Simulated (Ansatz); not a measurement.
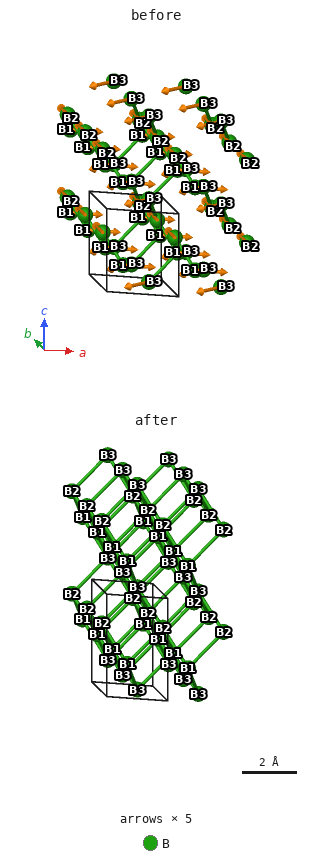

The structure of a crystal of B (built on the trigonal selenium_152 type) (coarse preliminary run) before (top) and after (bottom) a relaxation, at one scale. The orange arrows give the displacements (the part carried along by the change of the cell is left out), 5 times their true length.

The picture is a ball-and-stick view of the cell of the calculation, repeated 2 × 3 × 2 with one cell outlined, seen slightly off an axis.

Case: trigonal selenium type (P3_121, No. 152).

Level of theory: DFT PBEsol, scalar-relativistic, plane waves, PAW in Ansatz.

The input:
```yaml
crystal:
  lattice:
    - [2.791248457, 0.0, 0.0]
    - [-1.3956242285, 2.417292072, 0.0]
    - [0.0, 0.0, 3.1667648111]
  atoms:
    - { symbol: B, position: [0.2254, 0.0, 0.3333333333] }
    - { symbol: B, position: [0.0, 0.2254, 0.6666666667] }
    - { symbol: B, position: [0.7746, 0.7746, 0.0] }
basis:
  ecutwfc: 420
kpoints:
  mp_grid: { grid: [9, 9, 6] }
hamiltonian:
  xc: pbesol
scf:
  occupations: { method: gaussian, width: 0.1 }
  lower_state_search: "off"
output:
  forces: true
  stress: true
  eigenvalues: true
relax:
  adjacent_minimum: "off"
  f_tol: 0.04
  max_steps: 70
  cell: { stress_tol: 0.4 }
```

Q: What changed between the two?

A: Over 10 accepted moves (13 points after the start) the energy falls by 611 meV per atom. The largest force component goes from 4.8 to 0.011 eV/Å. The pressure goes from 33.53 to −0.15 GPa. The line search rejected the trial step at point 7 of the run. The SCF was repeated twice at an unchanged geometry on a basis and grid sized afresh for the cell, which shifted the energy by 9.2 meV per atom at most. The largest moves relative to the cell, 0.26 Å, are those of B1, B2 and B3. B1 goes along +a. The drawn cell changes as follows: a = b 2.791 → 2.358 Å (−15.5 %), c 3.167 → 3.917 Å (+23.7 %); the volume changes by −11.8 %. Some distances before and after: B1–B2 1.517 → 1.890 Å, B1–B2 (another image) 2.196 → 1.884 Å. The space group (tolerance 0.01 Å) goes from P3_121 (No. 152) to R-3m (No. 166). The run took roughly 13 core-seconds on a shared host.
